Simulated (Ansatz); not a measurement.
# Wannier-function calculation of InSb

- system: InSb (F-43m, 2 atoms in the cell)
- method: maximally localised Wannier functions of r2SCAN bands, plane waves, PAW, no spin polarisation (Ansatz 0.2.0)

The structure was built on a prototype by a generator. The geometry comes from this level: r2SCAN. It belongs to a series of runs on one base structure; here: cation s and anion p, disentangled. Figures and captions count atoms from 1; the log counts them from 0 in places.

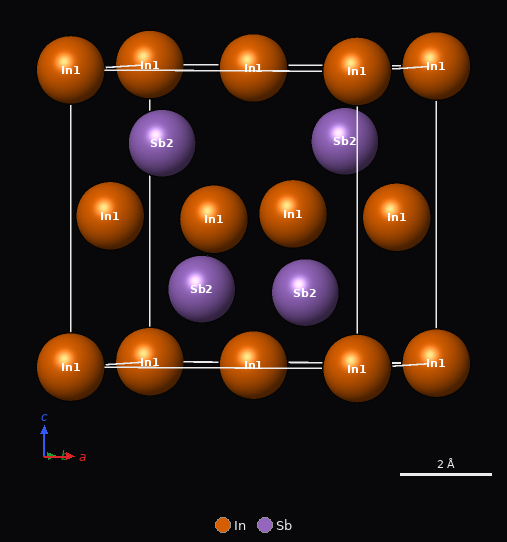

**Figure 1.** The input geometry (spheres-only view of the cell 4 times as large as that of the calculation, set on its symmetry axes, seen at an oblique angle; atoms are numbered from 1 in the order of the input). An atom can appear more than once, as a periodic image.

## Summary

- outcome: converged
- space group (tolerance 0.01 Å): F-43m (216)
- electrons treated: 28
- free energy: −12111.4218 eV
- total spread of the Wannier functions: 13.209 Å²
- Fermi energy: 6.760 eV
- band gap: 0.01 eV
- hardware: 4 threads of Arm Neoverse V1, 24 GiB of memory available, shared host
- wall time: 7.2 s (CPU time 26 s)
- peak memory: 0.52 GiB

## Remarks

Warnings of the run: the eigensolver left some states unconverged.

## Input
```yaml
crystal:
  lattice:
    - [0.0, 3.2795130136, 3.2795130136]
    - [3.2795130136, 0.0, 3.2795130136]
    - [3.2795130136, 3.2795130136, 0.0]
  atoms:
    - { symbol: In, position: [0.0, 0.0, 0.0] }
    - { symbol: Sb, position: [0.25, 0.25, 0.25] }
kpoints:
  mp_grid: { grid: [6, 6, 6] }
  band_path:
    path:
      - [[0.0, 0.0, 0.0], [-0.5, -0.5, 2.897408463451e-17], [-0.375, -0.375, 0.25]]
      - [[-0.375, -1.390324619314e-17, 0.375], [0.0, 0.0, 0.0], [-8.324044010215e-17, -1.256144718073e-17, 0.5], [-0.5, -0.25, 0.25], [-0.5, -0.5, 2.897408463451e-17]]
    npoints: 10
hamiltonian:
  xc: r2scan
scf:
  occupations: { method: fermi_dirac, width: 0.02 }
  n_extra_bands: 6
output:
  forces: false
  stress: false
  eigenvalues: true
  wannier:
    kmesh: [4, 4, 4]
    projections: [{ species: In, l: s, shell: 5 }, { species: Sb, l: p, shell: 5 }]
    minimise: true
    write_hr: true
    conv_tol: 1.0e-08
    max_iter: 3000
    disentanglement: { window: [-3.27, 18.75], frozen_window: [-0.27, 7.55] }
  write_density: true
  write_potential: true
  elf: true
  volumetric_format: npy
```

## File wannier.win
```
! ansatz wannier90 interface
! projections by site (counted from 0) and shell: 0 5S, 1 5P
! states of the run's bands (counted from 1): 1-25
num_bands = 25
num_wann  = 4
num_iter  = 2000
conv_tol = 1e-8
conv_window = 5
dis_win_min = -3.27
dis_win_max = 18.75
dis_froz_min = -0.27
dis_froz_max = 7.55
dis_num_iter = 10000
guiding_centres = true
write_hr = true

begin unit_cell_cart
Ang
                      0.0             3.2795130136             3.2795130136
             3.2795130136                      0.0             3.2795130136
             3.2795130136             3.2795130136                      0.0
end unit_cell_cart

begin atoms_frac
In                       0.0                      0.0                      0.0
Sb                      0.25                     0.25                     0.25
end atoms_frac

mp_grid = 4 4 4
```

Run as:
```bash
ansatz run input.yaml --threads 4 --pin off --max-ram 3686MiB --backend cpu --events-out ev --progress --plain --runs-dir out
```

## Log
```
scf.n_extra_bands = 6 over 14 filled bands (N_el = 28.0): the run solves 20 bands
Engine: ansatz 0.2.0, aarch64-unknown-linux-gnu
Pseudopotentials: kind: paw
Pseudopotential: In, paw, valence charge 13, recommended cutoff 500 eV (meta_gga), In.paw.azcp
Pseudopotential: Sb, paw, valence charge 15, recommended cutoff 500 eV (meta_gga), Sb.paw.azcp
Functional definition: r2SCAN
  parameter k0 = 0.174
  parameter k1 = 0.065
  parameter a1 = 4.9479
  exchange = r2scan_x(k0 = k0, k1 = k1, a1 = a1)
  correlation = r2scan_c
Crystal: 2 atoms, lattice volume = 70.544 Å³
Basis set: ecut = 500 eV, 1807 PW (Γ), exchange–correlation on 144×144×144 points (64 copies of the dense FFT grid, shifted against one another)
Bands: 20, of which v1, the nominal top of the filled ones, is band 14 counted from 1 (13 counted from 0)
Symmetry: 24 space group operations
Space group: F-43m (ITA 216), of the structure as read, at distance tolerance 4.1e-5 Å
k-points: 16 of 216 (time reversal used)
Non-local potential: In, projectors of the file, l = 0: 2, l = 1: 2, l = 2: 2, l = 3: 2
Non-local potential: Sb, projectors of the file, l = 0: 2, l = 1: 2, l = 2: 2, l = 3: 2
PAW form: soft (Blöchl's): semilocal exchange-correlation on the pseudo side does not see the compensation charge
PAW frozen core: In, regenerated for the run's functional (the file was generated under x = pbe(κ = 0.804, μ = 0.2195149727645171), c = pbe(β = 0.06672455060314922))
PAW frozen core: Sb, regenerated for the run's functional (the file was generated under x = pbe(κ = 0.804, μ = 0.2195149727645171), c = pbe(β = 0.06672455060314922))
PAW one-centre angular grid: In, 590 points (default); XC on 289 of its mesh's 2783 points in the sphere
PAW one-centre angular grid: Sb, 590 points (default); XC on 160 Gauss nodes
Initial density: superposition of atomic densities (neutral atoms: chi_scale 0, normalization atom), corrected by the library's trained network
Initial wavefunctions: pseudopotential atomic-orbital guess
Functional: x = r2scan, c = r2scan; τ floored in thin density (d = 2e-4 eV/Å³)
SCF iter   1: F=—  HF=-12111.415204 eV  |F-HF|=—  |Δ(HF+E_count)|=         —  Δρ=5.97e-3  dr2=1.45e-2  dr2_τ=6.19e-3  ethr=1.77e-3  ⟨swp⟩=6.8  Hψ=1877  notcnv=0
preconditioner: auto → none  [insulator: Δε(μ)=0.720 eV  Ē_g=16.087 eV  σ=0.020 eV  W_gap=0.68  n_scr=14 (ndim 8)  ℏωp=18.8 eV  f_vac=0.121  D(μ)=0.32/eV (n_scr^D=0)  ε∞_Penn≈2.4]
SCF iter   2: F=—  HF=-12111.421380 eV  |F-HF|=—  |Δ(HF+E_count)|=   6.18e-3  Δρ=1.88e-3  dr2=1.64e-3  dr2_τ=6.40e-5  ethr=5.17e-5  ⟨swp⟩=3.0  Hψ=711  notcnv=0  defer=27
SCF iter   3: F=—  HF=-12111.421781 eV  |F-HF|=—  |Δ(HF+E_count)|=   4.01e-4  Δρ=8.58e-4  dr2=2.61e-4  dr2_τ=7.21e-6  ethr=5.86e-6  ⟨swp⟩=2.1  Hψ=419  notcnv=0  defer=27
SCF iter   4: F=—  HF=-12111.421848 eV  |F-HF|=—  |Δ(HF+E_count)|=   6.71e-5  Δρ=1.24e-4  dr2=6.65e-6  dr2_τ=1.37e-7  ethr=9.32e-7  ⟨swp⟩=2.8  Hψ=490  notcnv=0  defer=27
SCF iter   5: F=—  HF=-12111.421846 eV  |F-HF|=—  |Δ(HF+E_count)|=   2.29e-6  Δρ=2.12e-5  dr2=2.67e-7  dr2_τ=8.53e-9  ethr=2.37e-8  ⟨swp⟩=2.1  Hψ=510  notcnv=0  defer=27
SCF iter   6: F=-12111.421846 eV  HF=-12111.421846 eV  |F-HF|=5.72e-9  |Δ(HF+E_count)|=   5.92e-8  Δρ=4.70e-6  dr2=9.41e-9  dr2_τ=4.25e-10  ethr=3.57e-10  ⟨swp⟩=8.1  Hψ=1384  notcnv=0
SCF 1 converged in 6 iterations: F = -12111.421846 eV  dr2 = 9.41e-9
  greatest PAW one-centre occupation: 0.993 electrons in one spin orbital (limit 2), on the Sb atom at site 1 (counted from 0), in its partial waves of l = 2
```

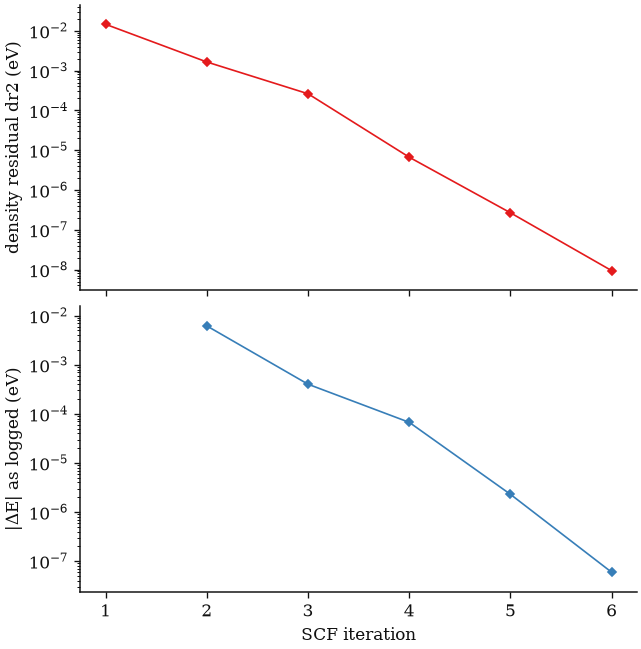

**Figure 2.** Convergence of the self-consistent field: density residual dr2 and size of the energy change against the SCF iteration. The residual falls at every step.

```
NSCF: frozen V_eff on 62 k-points
NSCF: frozen V_eff on 10 k-points
WARN: eigensolver did not converge in 3 slots of this pass, the one above among them; of largest residual over every band (k=6): 1 band(s) unlocked (lowest unlocked band 19, counted from 0; max residual 9.90e-6 eV among the unlocked bands, 9.90e-6 eV over every band); of lowest unlocked band (k=4): band 19
the Wannier pass solved 10 of the 64 points of its mesh, and has the states at the others by symmetry: states obtained by the crystal's operations at points that were solved too leave a residual of 1.89e-13 eV (read by the count's bands and the next), within 6.67e-6 eV
NSCF: frozen V_eff on 10 k-points
the Wannier pass solved 10 of the 64 points of its mesh, and has the states at the others by symmetry: states obtained by the crystal's operations at points that were solved too leave a residual of 1.91e-13 eV (read by the count's bands and the next), within 6.67e-6 eV
NSCF: frozen V_eff on 10 k-points
the Wannier pass solved 10 of the 64 points of its mesh, and has the states at the others by symmetry: states obtained by the crystal's operations at points that were solved too leave a residual of 6.43e-13 eV (read by the count's bands and the next), within 6.67e-6 eV
SCF converged after 6 iterations
Free energy (F): -12111.421846 eV
Harris-Foulkes:  -12111.421846 eV  (|F-HF|=5.72e-9)
Internal energy: -12111.421437 eV  (E = F + TS)
E sigma→0 (E₀):  -12111.421642 eV
Entropy (-TS):   -0.000409 eV (-0.205 meV/atom)
Fermi energy:    6.760086 eV
--- Per-component energies (eV) ---
  E_band       = -289.874353
  E_kinetic    = 448.935073
  E_local      = -3249.568833  (includes V_loc(G=0)·N_el)
  E_nonlocal   = 731.429361
  E_hartree    = 1397.900759
  E_xc         = -327.570719
  E_vxc        = -208.554956  (∫ρ·V_xc dr)
  E_paw        = -8787.789556  (= ΣΔE_a)
  E_vpaw       = -822.272227  (= ΣTr[D̂ρ^β])
  E_aug_tail   = 0.000007  (compensation charges beyond the density's cutoff)
  E_vtau       = 14.352698  (kinetic-family band-sum trace: ∫τ·v_τ [+ j·A + Jᵃ·Aᵃ] dr)
  E_ewald      = -2326.229111
  E_core_change = 1.471583  (= ΣΔE_core)
  E_smearing   = -0.000409  (= −TS)
  E_closure    = -0.000000  (closes the sum)
  Σ components = -12111.421846   (vs F -12111.421846, Δ=0.00e0)
--- Band table (eV; the first three rows and the last of 16) ---
  k-point 0: bands = ["-22.4712", "-22.4712", "-22.4712", "-22.4525", "-22.4525", "-8.3293", "-8.3293", "-8.3293", "-8.2456", "-8.2456", "-4.1431", "6.7341", "6.7341", "6.7341", "6.7484", "9.9652", "9.9652", "9.9652", "12.8868", "15.4782"]
  k-point 1: bands = ["-22.4712", "-22.4710", "-22.4710", "-22.4524", "-22.4524", "-8.3404", "-8.3240", "-8.3240", "-8.2459", "-8.2459", "-3.8940", "4.3240", "6.4103", "6.4103", "7.9137", "10.4167", "10.4167", "10.7209", "13.9931", "14.5043"]
  k-point 2: bands = ["-22.4712", "-22.4705", "-22.4705", "-22.4521", "-22.4521", "-8.3621", "-8.3146", "-8.3146", "-8.2454", "-8.2454", "-3.2532", "2.1473", "5.9356", "5.9356", "7.6610", "10.8351", "10.8351", "12.8420", "13.9082", "14.9307"]
  k-point 15: bands = ["-22.4718", "-22.4700", "-22.4691", "-22.4526", "-22.4511", "-8.3962", "-8.2956", "-8.2886", "-8.2570", "-8.2422", "-2.1647", "0.9199", "4.0562", "4.1652", "9.6427", "9.7558", "12.7629", "12.9970", "16.1324", "17.0278"]
Wannier search: line search 1 of at most 3000: gauge-dependent spread (as the search counts it) 1.1444377 Å², largest recent change 1.2e-1 Å² and fall left 1.8e-4 Å² against conv_tol 1.0e-8 Å², 0 stops escaped
WARN: [file] by an estimate from the overlaps, the levels of the selected subspace lie 0.037 eV from the frozen bands on average, midway between mesh points. Up to 0.02 eV counts as a good interpolation. More projections, another frozen window or a finer output.wannier.kmesh can bring them closer
```

## File v_z.tsv
```
# z_ang	v_es[eV]	v_tot[eV]
# format = ansatz-planar-average/11
# xc	r2scan
# density_cutoff_ev	2000
# datasets	In=:simpson_from_first_knot:soft:shift=0	Sb=:simpson_from_first_knot:soft:shift=0
# lattice	0.000000000	3.279513014	3.279513014
# lattice	3.279513014	0.000000000	3.279513014
# lattice	3.279513014	3.279513014	0.000000000
# sites	2
# site	49	0.000000000	0.000000000	0.000000000
# site	51	1.639756507	1.639756507	1.639756507
0.000000	4.707517e-1	-1.125151e1
0.128831	-1.660419e-1	-1.218196e1
0.257663	-6.582534e-1	-1.284366e1
0.386494	-9.237344e-1	-1.316726e1
0.515326	-9.178927e-1	-1.313078e1
0.644157	-6.429169e-1	-1.274015e1
0.772989	-1.408866e-1	-1.206468e1
0.901820	5.181979e-1	-1.117222e1
1.030652	1.241186e0	-1.017497e1
1.159483	1.928600e0	-9.204201e0
1.288314	2.521446e0	-8.275849e0
1.417146	3.055913e0	-7.349189e0
1.545977	3.607157e0	-6.363333e0
1.674809	4.213110e0	-5.242433e0
1.803640	4.896190e0	-4.002413e0
1.932472	5.665147e0	-2.701013e0
2.061303	6.506373e0	-1.366952e0
2.190134	7.372952e0	-6.427661e-2
2.318966	8.186305e0	1.132059e0
2.447797	8.858660e0	2.124756e0
2.576629	9.335407e0	2.846905e0
2.705460	9.619794e0	3.320654e0
2.834292	9.747649e0	3.554107e0
2.963123	9.740378e0	3.591173e0
3.091955	9.604220e0	3.482208e0
3.220786	9.339178e0	3.157219e0
3.349617	8.930892e0	2.642717e0
3.478449	8.324959e0	1.929332e0
3.607280	7.499157e0	7.807763e-1
3.736112	6.517482e0	-8.127665e-1
3.864943	5.474691e0	-2.589381e0
3.993775	4.451497e0	-4.397273e0
4.122606	3.500968e0	-6.111418e0
4.251437	2.650050e0	-7.618255e0
4.380269	1.887465e0	-8.954125e0
4.509100	1.168601e0	-1.016344e1
```

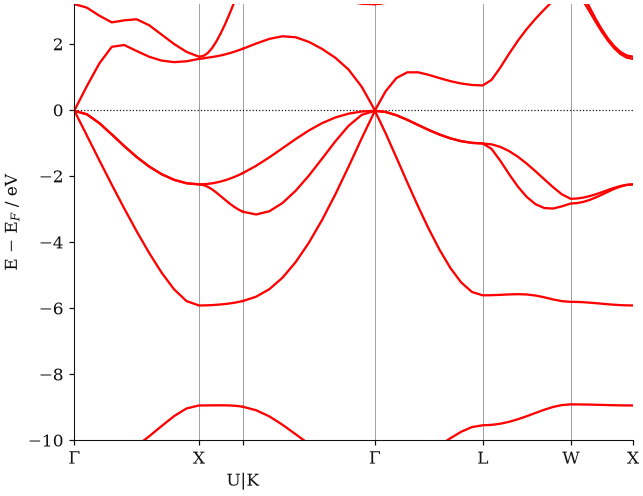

**Figure 3.** Band structure along Γ–X–U|K–Γ–L–W–X, with energies from the Fermi level.

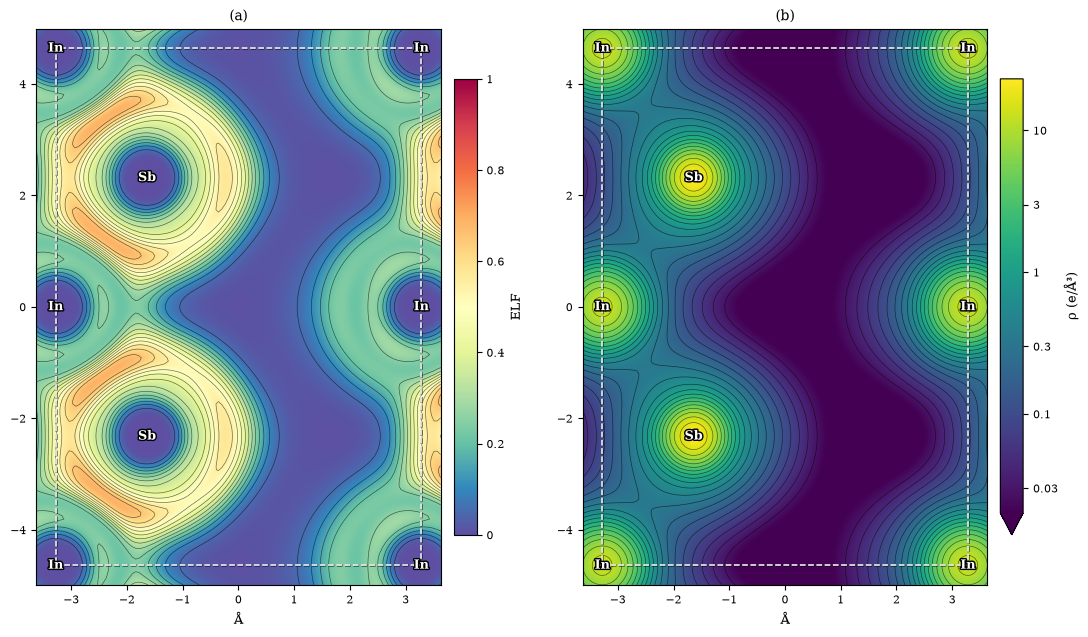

**Figure 4.** (a) ELF; (b) valence charge density (pseudo) on the (101) plane of the conventional cell. The section cuts through In and Sb sites. In–Sb (2.84 Å): the density is about 0.35 e/Å³ at the midpoint; the ELF peaks at about 0.70 between the atoms. Away from the nuclei the density in this plane falls to 0.008 e/Å³ at its lowest. The fields are those of the smooth PAW valence density.

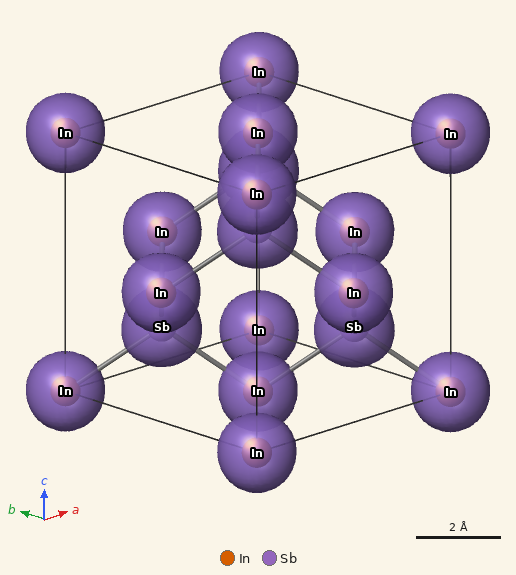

**Figure 5.** Isosurface of the valence pseudo-density at 0.6 e/Å³ (purple), seen at an oblique angle. Sticks mark near contacts. The outline is the cell set on symmetry axes. At this value the density breaks into separate islands; it holds about 70 % of the electrons treated as valence (semicore included). It is pinched off along the In–Sb (2.84 Å) contacts. On the grid the lowest density along these lines, outside the cores, is 0.34 e/Å³ (In–Sb, 2.84 Å).
